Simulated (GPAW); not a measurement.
**LiH (Fm-3m): refractive index against wavelength**

The refractive index of LiH (Fm-3m) below the direct gap (2.63 eV on the mesh) is read from one computed spectrum, n = √(Re ε).

Symmetry: Fm-3m, No. 225, cubic system. The conventional cell has a = 4.074 Å, b = 4.074 Å, c = 4.074 Å, α = 90.00°, β = 90.00°, γ = 90.00°. Li on site a has 6 H at 2.04 Å as nearest neighbours. Around H on site b lie 6 Li at 2.04 Å.

Method: GPAW 26.7.0, LDA, RPA, k-mesh 16×16×16, local fields up to 80 eV, Lorentzian half width 0.15 eV.

Launch of the response step: `OMP_NUM_THREADS=1 python df.py`. The run took 14 s, its band step included, on 1 thread of Arm Neoverse V2, with other jobs on the host.

```tsv
wavelength (nm)	photon energy E (eV)	n
3000	0.413	2.0812
2000	0.620	2.0892
1550	0.800	?
1310	0.946	2.1093
1064	1.165	2.1287
850	1.459	2.1642
700	1.771	2.2187
```

In the single-oscillator model n² − 1 = E₀E_d/(E₀² − E²), so 1/(n² − 1) = E₀/E_d − E²/(E₀E_d) is linear in E².

Working, on the rows shown:

| x = E² (eV²) | y = 1/(n² − 1) |
| --- | --- |
| 0.170801 | 0.300175 |
| 0.384302 | 0.297198 |
| 0.895757 | 0.289927 |
| 1.35784 | 0.283177 |
| 2.12762 | 0.271462 |
| 3.13716 | 0.254931 |

Means: x̄ = 1.3456, ȳ = 0.28281. Σ(x − x̄)(y − ȳ) = -0.09625, Σ(x − x̄)² = 6.328. Slope = -0.09625 / 6.328 = -0.01521; intercept = ȳ − slope · x̄ = 0.30328. Turned back into n, the line misses the rows shown by at most 0.0022.

Predict the last column of the withheld row from the fit.

At x = 0.63984 the line gives y = 0.29355, that is 2.0992. The run gave 2.0991, so the interpolation is off by 9.5e-05, 0.1 % of the range in the table.

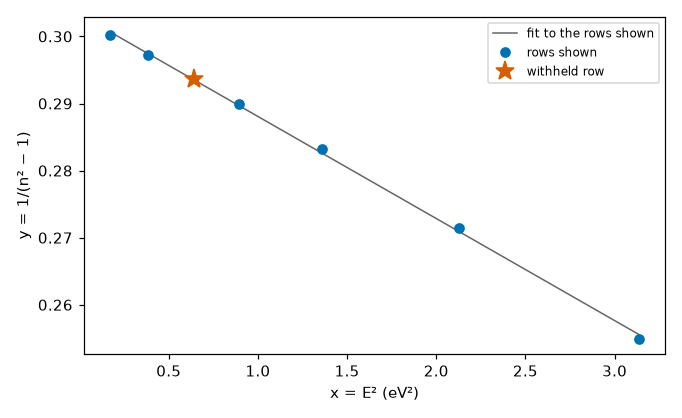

Refitted with all rows, the slope is -0.01521 and the intercept 0.30329. These give E₀ = √(intercept/−slope) = 4.46 eV and E_d = E₀/intercept = 14.7 eV; E₀ is 1.7 times the direct gap. The electronic limit at long wavelengths, without lattice vibrations, is n = √(1 + 1/intercept) = 2.073. The cell comes from an older database entry, whose edges can be off by a per cent or so. Excitons are left out; LDA gaps are as a rule too small. The values come from a sum over the points of one k-mesh and carry its error, which grows as the direct gap shrinks. The local-field cutoff holds few shells of reciprocal vectors for this small cell, so ε∞ can read a few per cent high.

[Logs are printed without paths, hosts, clocks, repeated set-up lines and the standing remarks that a program may print on its own settings, such as how far it seeks lower states.]
